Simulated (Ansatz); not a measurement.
Run report: Si₁₂O₂₃ (charge +2), field-gradient calculation (part 2 of 3)

Continued. System: Si₁₂O₂₃ (defect cell, 35 atoms in the cell, total charge +2). Method: DFT, PBE, plane-wave PAW, default files, scalar-relativistic, no spin polarisation (Ansatz 0.2.0); cutoff 420 eV, 2×2×2 k-mesh, Fermi–Dirac smearing of 0.01 eV. The structure derives from a Materials Project entry. It belongs to a series of runs on one base structure; here: O vacancy, charge +2, host positions.

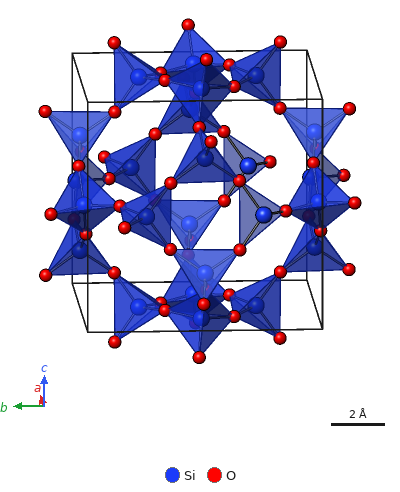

*The structure (polyhedral view of the cell of the calculation, seen at an oblique angle; polyhedra are completed across the faces of the cell).*

### Log, continued
```
SCF iter   1: F=—  HF=-20720.029209 eV  |F-HF|=—  |Δ(HF+E_count)|=         —  Δρ=2.72e-2  dr2=1.28e1  ethr=1.77e-3  ⟨swp⟩=7.0  Hψ=3953  notcnv=0  defer=130
preconditioner: auto → Resta (q_TF=auto, 2.179 Å⁻¹)  ε∞=2.3  [insulator: Δε(μ)=2.389 eV  Ē_g=16.527 eV  σ=0.010 eV  W_gap=1.00  n_scr=122 (ndim 8)  ℏωp=18.9 eV  f_vac=0.401  D(μ)=0.00/eV (n_scr^D=0)  ε∞_Penn≈2.3  vacuum switching on, ρ_ref=2.0e-2 e/Å³]
SCF iter   2: F=—  HF=-20717.735479 eV  |F-HF|=—  |Δ(HF+E_count)|=    2.29e0  Δρ=2.50e-2  dr2=1.13e1  ethr=1.77e-3  ⟨swp⟩=4.8  Hψ=1423  notcnv=0  defer=181
preconditioner: auto → LDOS  [metal: Δε(μ)=0.023 eV  Ē_g=15.965 eV  σ=0.010 eV  W_gap=0.44  n_scr=122 (ndim 8)  ℏωp=18.9 eV  f_vac=0.403  D(μ)=27.08/eV (n_scr^D=202)  β→1.0]
SCF iter   3: F=—  HF=-20716.577397 eV  |F-HF|=—  |Δ(HF+E_count)|=    1.16e0  Δρ=1.20e-2  dr2=2.05e0  ethr=1.77e-3  ⟨swp⟩=3.0  Hψ=956  notcnv=0  defer=168
SCF iter   4: F=—  HF=-20716.351565 eV  |F-HF|=—  |Δ(HF+E_count)|=   2.26e-1  Δρ=5.58e-3  dr2=4.31e-1  ethr=1.12e-3  ⟨swp⟩=2.0  Hψ=919  notcnv=0  defer=173
SCF iter   5: F=—  HF=-20716.373450 eV  |F-HF|=—  |Δ(HF+E_count)|=   2.19e-2  Δρ=8.27e-3  dr2=1.56e0  ethr=2.34e-4  ⟨swp⟩=3.0  Hψ=1040  notcnv=0  defer=173  recentre
SCF iter   6: F=—  HF=-20716.362772 eV  |F-HF|=—  |Δ(HF+E_count)|=   1.07e-2  Δρ=5.79e-3  dr2=7.63e-1  ethr=2.34e-4  ⟨swp⟩=3.0  Hψ=742  notcnv=0  defer=168
SCF iter   7: F=—  HF=-20716.321721 eV  |F-HF|=—  |Δ(HF+E_count)|=   4.11e-2  Δρ=1.04e-3  dr2=2.04e-2  ethr=2.34e-4  ⟨swp⟩=2.0  Hψ=812  notcnv=0  defer=168
SCF iter   8: F=—  HF=-20716.327170 eV  |F-HF|=—  |Δ(HF+E_count)|=   5.45e-3  Δρ=2.77e-3  dr2=1.87e-1  ethr=1.11e-5  ⟨swp⟩=3.0  Hψ=647  notcnv=0  defer=168
SCF iter   9: F=—  HF=-20716.321223 eV  |F-HF|=—  |Δ(HF+E_count)|=   5.95e-3  Δρ=8.68e-4  dr2=1.63e-2  ethr=1.11e-5  ⟨swp⟩=2.0  Hψ=631  notcnv=0  defer=168
SCF iter  10: F=—  HF=-20716.320759 eV  |F-HF|=—  |Δ(HF+E_count)|=   4.65e-4  Δρ=4.66e-4  dr2=4.16e-3  ethr=8.86e-6  ⟨swp⟩=2.0  Hψ=619  notcnv=0  defer=168
SCF iter  11: F=—  HF=-20716.320601 eV  |F-HF|=—  |Δ(HF+E_count)|=   1.58e-4  Δρ=1.75e-4  dr2=4.21e-4  ethr=2.26e-6  ⟨swp⟩=1.0  Hψ=594  notcnv=0  defer=168
SCF iter  12: F=—  HF=-20716.320611 eV  |F-HF|=—  |Δ(HF+E_count)|=   1.03e-5  Δρ=2.09e-4  dr2=9.28e-4  ethr=2.29e-7  ⟨swp⟩=2.0  Hψ=603  notcnv=0  defer=168
SCF iter  13: F=—  HF=-20716.320592 eV  |F-HF|=—  |Δ(HF+E_count)|=   1.96e-5  Δρ=1.33e-4  dr2=4.19e-4  ethr=2.29e-7  ⟨swp⟩=1.0  Hψ=594  notcnv=0  defer=168
SCF iter  14: F=—  HF=-20716.320576 eV  |F-HF|=—  |Δ(HF+E_count)|=   1.53e-5  Δρ=4.08e-5  dr2=2.25e-5  ethr=2.28e-7  ⟨swp⟩=1.0  Hψ=594  notcnv=0  defer=168
SCF iter  15: F=—  HF=-20716.319748 eV  |F-HF|=—  |Δ(HF+E_count)|=   8.28e-4  Δρ=2.24e-5  dr2=4.86e-6  ethr=1.22e-8  ⟨swp⟩=1.0  Hψ=647  notcnv=0  defer=168
SCF iter  16: F=—  HF=-20716.319748 eV  |F-HF|=—  |Δ(HF+E_count)|=   2.63e-7  Δρ=2.05e-5  dr2=7.11e-6  ethr=2.64e-9  ⟨swp⟩=1.3  Hψ=733  notcnv=0  defer=168
SCF iter  17: F=—  HF=-20716.319747 eV  |F-HF|=—  |Δ(HF+E_count)|=   3.46e-7  Δρ=1.02e-5  dr2=9.55e-7  ethr=2.64e-9  ⟨swp⟩=1.0  Hψ=594  notcnv=0  defer=168
SCF iter  18: F=—  HF=-20716.319747 eV  |F-HF|=—  |Δ(HF+E_count)|=   7.26e-8  Δρ=7.63e-6  dr2=5.27e-7  ethr=5.19e-10  ⟨swp⟩=1.7  Hψ=598  notcnv=0  defer=168
SCF iter  19: F=—  HF=-20716.319747 eV  |F-HF|=—  |Δ(HF+E_count)|=   2.47e-8  Δρ=5.71e-6  dr2=3.45e-7  ethr=2.86e-10  ⟨swp⟩=2.0  Hψ=603  notcnv=0  defer=168
SCF iter  20: F=-20716.319747 eV  HF=-20716.319747 eV  |F-HF|=7.28e-8  |Δ(HF+E_count)|=   3.67e-8  Δρ=3.15e-6  dr2=9.07e-8  ethr=5.43e-11  ⟨swp⟩=23.0  Hψ=7876  notcnv=0
SCF 1 converged in 20 iterations: F = -20716.319747 eV  dr2 = 9.07e-8
  greatest PAW one-centre occupation: 0.865 electrons in one spin orbital (limit 2), on the O atom at site 30 (counted from 0), in its partial waves of l = 0
WARN: The output density's exchange-correlation potential varies sharply where the density is thin. Do not read a vacuum level from v_tot or v_xc, or from such a field of the output density. On a cell that repeats whose density bears no net charge and no dipole along the vacuum's axis use v_es (v_loc + v_h of the components); under efield.dipole_correction with no amplitude use v_es + v_field, which holds any external_charges[].barrier, or the levels of the report's work_function block, which leave it out; under a non-zero efield.amplitude the vacuum is tilted and has no level; on a cell that repeats and bears such a dipole with no correction it is tilted too, and efield.dipole_correction with no amplitude gives each side of its ramp a level where efield: is served; in a cell that repeats whose density bears a net charge (total_charge, or a fill off its count) it is curved and has none; of a slab under crystal.periodic whose density bears no net charge use v_es, which has a level on each side, short of where the two are joined; of another it falls or rises all the way out and has none; of a slab beside external_charges read slab_vacuum_level instead, which it has where they leave it neutral. The grid or the basis barely resolves most such structure, and the values can differ between equally converged runs; as a rule a tighter scf.convergence.dr2_threshold does not remove it. Where the density itself ripples (under the LDA too) a higher basis.ecutwfc lessens it. The files hold the spikes' plane waves up to the density's cutoff. Files: v_tot_of_output_density and the like, and their columns of v_z.tsv (output.write_potential); v_xc_of_output_density and the like, and their columns of v_comp_z.tsv (output.write_potential_components). Measured: with its Gaussian average of σ = 0.25 Å subtracted twice, the exchange-correlation potential is over 0.1 eV at 813 of the grid points where the equally averaged density (valence and model cores) is under 1e-3 e/Å³, and 1.01 eV at the most among them, at an averaged density of 9.6e-4 e/Å³. The input density's (outcome.potential() and, of a run that writes arrays, v_tot and v_xc) is over 0.1 eV, so measured, at 819 points of its own thin density, 1.01 eV at the most. See output.write_potential in the manual, Limitations
SCF converged after 20 iterations
Free energy (F): -20716.319747 eV
Harris-Foulkes:  -20716.319747 eV  (|F-HF|=7.28e-8)
Internal energy: -20716.310322 eV  (E = F + TS)
E sigma→0 (E₀):  -20716.315035 eV
Entropy (-TS):   -0.009425 eV (-0.269 meV/atom)
Fermi energy:    -1.269851 eV
--- Per-component energies (eV) ---
  E_band       = -1544.340904
  E_kinetic    = 4622.932362
  E_local      = -18976.836521  (includes V_loc(G=0)·N_el)
  E_nonlocal   = 1392.446728
  E_hartree    = 7509.395290
  E_xc         = -2353.552058
  E_vxc        = -2719.723514  (∫ρ·V_xc dr)
  E_paw        = -9815.669423  (= ΣΔE_a)
  E_vpaw       = -882.011780  (= ΣTr[D̂ρ^β])
  E_aug_tail   = 0.059805  (compensation charges beyond the density's cutoff)
  E_ewald      = -3095.086505
  E_smearing   = -0.009425  (= −TS)
  E_closure    = 0.000000  (closes the sum)
  E_deformation_potential = 14.944348  (in the stress; not in F)
  Σ components = -20716.319747   (vs F -20716.319747, Δ=0.00e0)
--- Forces (eV/Å), atoms counted from 1 ---
  atom   1  Si     0.87199342    -1.28142292     0.18660433
  atom   2  Si    -0.03268687     0.04934841     0.02849579
  atom   3  Si     1.51424404     1.42125405    -0.34194884
  atom   4  Si     0.10564405    -0.23905930     0.04997212
  atom   5  Si    -0.89953049     0.17548803    -0.99025368
  atom   6  Si    -0.36264676     1.08705190     0.96487741
  atom   7  Si    -0.04934841     0.03268687     0.02849579
  atom   8  Si     1.28142292    -0.87199342     0.18660433
  atom   9  Si     0.23905930    -0.10564405     0.04997212
  atom  10  Si    -1.42125405    -1.51424404    -0.34194884
  atom  11  Si    -0.17548803     0.89953049    -0.99025368
  atom  12  Si    -1.08705190     0.36264676     0.96487741
  atom  13  O     -0.13569845     0.13569845     0.06921249
  atom  14  O      0.01241744    -0.04218946     0.33951117
  atom  15  O     -0.17366446     0.13566024    -0.03951498
  atom  16  O      0.04218946    -0.01241744     0.33951117
  atom  17  O     -0.13566024     0.17366446    -0.03951498
  atom  18  O     -0.13957137     0.13957137     0.02399544
  atom  19  O      0.12271138    -0.12271138     0.07331949
  atom  20  O      0.16571399     0.08309551     0.40655247
  atom  21  O     -0.42763342    -1.67432228    -0.67646298
  atom  22  O     -0.08309551    -0.16571399     0.40655247
  atom  23  O      1.67432228     0.42763342    -0.67646298
  atom  24  O     -1.37298912     0.49349087    -0.07819182
  atom  25  O      0.04293550     0.15243598    -0.09784500
  atom  26  O      0.20565327    -0.05739126    -0.36553536
  atom  27  O     -0.07156485     0.16770004     0.01715601
  atom  28  O     -0.05768230    -0.04246189    -0.43840587
  atom  29  O      1.64140232     0.58036302     0.95171963
  atom  30  O     -0.15243598    -0.04293550    -0.09784500
  atom  31  O     -0.49349087     1.37298912    -0.07819182
  atom  32  O     -0.58036302    -1.64140232     0.95171963
  atom  33  O      0.04246189     0.05768230    -0.43840587
  atom  34  O     -0.16770004     0.07156485     0.01715601
  atom  35  O      0.05739126    -0.20565327    -0.36553536
  max |Σ_I F_I| component: 1.18e-5 eV/Å
--- Stress (GPa, compression-positive) ---
        2.823910      -0.973392      -0.018389
       -0.973392       2.823910       0.018389
       -0.018389       0.018389       3.077121
  P = ⅓ Tr σ = 2.9083 GPa (29.083 kbar)
--- PAW observables at the nuclei: V_zz in 10²¹ V/m², potentials from the cell's mean, atoms counted from 1 ---
  atom   1  Si V_zz =    -0.906567   η = 0.8118   by run symmetry: allowed
            electrostatic potential = -1350.530459 V   contact ρ = 12800.524741 e/Å³
  atom   2  Si V_zz =    -0.753366   η = 0.0800   by run symmetry: allowed
            electrostatic potential = -1350.971139 V   contact ρ = 12800.479916 e/Å³
  atom   3  Si V_zz =    +4.577280   η = 0.2004   by run symmetry: allowed
            electrostatic potential = -1349.149844 V   contact ρ = 12803.418269 e/Å³
  atom   4  Si V_zz =    -0.746691   η = 0.2058   by run symmetry: allowed
            electrostatic potential = -1350.899611 V   contact ρ = 12800.478081 e/Å³
  atom   5  Si V_zz =    +0.916101   η = 0.9649   by run symmetry: allowed
            electrostatic potential = -1350.621764 V   contact ρ = 12800.486213 e/Å³
  atom   6  Si V_zz =    -0.890137   η = 0.8893   by run symmetry: allowed
            electrostatic potential = -1350.613158 V   contact ρ = 12800.520697 e/Å³
  atom   7  Si V_zz =    -0.753366   η = 0.0800   by run symmetry: allowed
            electrostatic potential = -1350.971139 V   contact ρ = 12800.479916 e/Å³
  atom   8  Si V_zz =    -0.906567   η = 0.8118   by run symmetry: allowed
            electrostatic potential = -1350.530459 V   contact ρ = 12800.524741 e/Å³
  atom   9  Si V_zz =    -0.746691   η = 0.2058   by run symmetry: allowed
            electrostatic potential = -1350.899611 V   contact ρ = 12800.478081 e/Å³
  atom  10  Si V_zz =    +4.577280   η = 0.2004   by run symmetry: allowed
            electrostatic potential = -1349.149844 V   contact ρ = 12803.418269 e/Å³
  atom  11  Si V_zz =    +0.916101   η = 0.9649   by run symmetry: allowed
            electrostatic potential = -1350.621764 V   contact ρ = 12800.486213 e/Å³
  atom  12  Si V_zz =    -0.890137   η = 0.8893   by run symmetry: allowed
            electrostatic potential = -1350.613158 V   contact ρ = 12800.520697 e/Å³
  atom  13  O  V_zz =    +9.042169   η = 0.1030   by run symmetry: allowed   C_q = -5.5928 MHz
            electrostatic potential = -615.176631 V   contact ρ = 2153.377584 e/Å³
  atom  14  O  V_zz =    +9.501281   η = 0.1238   by run symmetry: allowed   C_q = -5.8767 MHz
            electrostatic potential = -615.247466 V   contact ρ = 2153.186004 e/Å³
  atom  15  O  V_zz =    +9.740333   η = 0.0697   by run symmetry: allowed   C_q = -6.0246 MHz
            electrostatic potential = -615.078241 V   contact ρ = 2153.146262 e/Å³
  atom  16  O  V_zz =    +9.501281   η = 0.1238   by run symmetry: allowed   C_q = -5.8767 MHz
            electrostatic potential = -615.247466 V   contact ρ = 2153.186004 e/Å³
  atom  17  O  V_zz =    +9.740333   η = 0.0697   by run symmetry: allowed   C_q = -6.0246 MHz
            electrostatic potential = -615.078241 V   contact ρ = 2153.146262 e/Å³
  atom  18  O  V_zz =    +9.408838   η = 0.1743   by run symmetry: allowed   C_q = -5.8196 MHz
            electrostatic potential = -614.986161 V   contact ρ = 2153.266293 e/Å³
  atom  19  O  V_zz =    +9.056498   η = 0.1487   by run symmetry: allowed   C_q = -5.6016 MHz
            electrostatic potential = -615.241781 V   contact ρ = 2153.343357 e/Å³
  atom  20  O  V_zz =    +9.366473   η = 0.0595   by run symmetry: allowed   C_q = -5.7934 MHz
            electrostatic potential = -615.113179 V   contact ρ = 2153.273388 e/Å³
  atom  21  O  V_zz =   +10.591326   η = 0.3341   by run symmetry: allowed   C_q = -6.5510 MHz
            electrostatic potential = -614.123191 V   contact ρ = 2153.879727 e/Å³
  atom  22  O  V_zz =    +9.366473   η = 0.0595   by run symmetry: allowed   C_q = -5.7934 MHz
            electrostatic potential = -615.113179 V   contact ρ = 2153.273388 e/Å³
  atom  23  O  V_zz =   +10.591326   η = 0.3341   by run symmetry: allowed   C_q = -6.5510 MHz
            electrostatic potential = -614.123191 V   contact ρ = 2153.879727 e/Å³
  atom  24  O  V_zz =   +10.167604   η = 0.6007   by run symmetry: allowed   C_q = -6.2889 MHz
            electrostatic potential = -613.954337 V   contact ρ = 2154.279732 e/Å³
  atom  25  O  V_zz =    +9.187894   η = 0.2009   by run symmetry: allowed   C_q = -5.6829 MHz
            electrostatic potential = -615.264725 V   contact ρ = 2153.302707 e/Å³
  atom  26  O  V_zz =    +9.474558   η = 0.1071   by run symmetry: allowed   C_q = -5.8602 MHz
            electrostatic potential = -615.208728 V   contact ρ = 2153.170813 e/Å³
  atom  27  O  V_zz =    +9.513995   η = 0.1299   by run symmetry: allowed   C_q = -5.8846 MHz
            electrostatic potential = -615.013037 V   contact ρ = 2153.281690 e/Å³
  atom  28  O  V_zz =    +9.187920   η = 0.0420   by run symmetry: allowed   C_q = -5.6829 MHz
            electrostatic potential = -615.067723 V   contact ρ = 2153.361374 e/Å³
  atom  29  O  V_zz =   +11.010039   η = 0.2308   by run symmetry: allowed   C_q = -6.8099 MHz
            electrostatic potential = -614.239670 V   contact ρ = 2153.485567 e/Å³
  atom  30  O  V_zz =    +9.187894   η = 0.2009   by run symmetry: allowed   C_q = -5.6829 MHz
            electrostatic potential = -615.264725 V   contact ρ = 2153.302707 e/Å³
  atom  31  O  V_zz =   +10.167604   η = 0.6007   by run symmetry: allowed   C_q = -6.2889 MHz
            electrostatic potential = -613.954337 V   contact ρ = 2154.279732 e/Å³
  atom  32  O  V_zz =   +11.010039   η = 0.2308   by run symmetry: allowed   C_q = -6.8099 MHz
            electrostatic potential = -614.239670 V   contact ρ = 2153.485567 e/Å³
  atom  33  O  V_zz =    +9.187920   η = 0.0420   by run symmetry: allowed   C_q = -5.6829 MHz
            electrostatic potential = -615.067723 V   contact ρ = 2153.361374 e/Å³
  atom  34  O  V_zz =    +9.513995   η = 0.1299   by run symmetry: allowed   C_q = -5.8846 MHz
            electrostatic potential = -615.013037 V   contact ρ = 2153.281690 e/Å³
  atom  35  O  V_zz =    +9.474558   η = 0.1071   by run symmetry: allowed   C_q = -5.8602 MHz
            electrostatic potential = -615.208728 V   contact ρ = 2153.170813 e/Å³
--- Band table (eV; the first three rows and the last of 6) ---
```
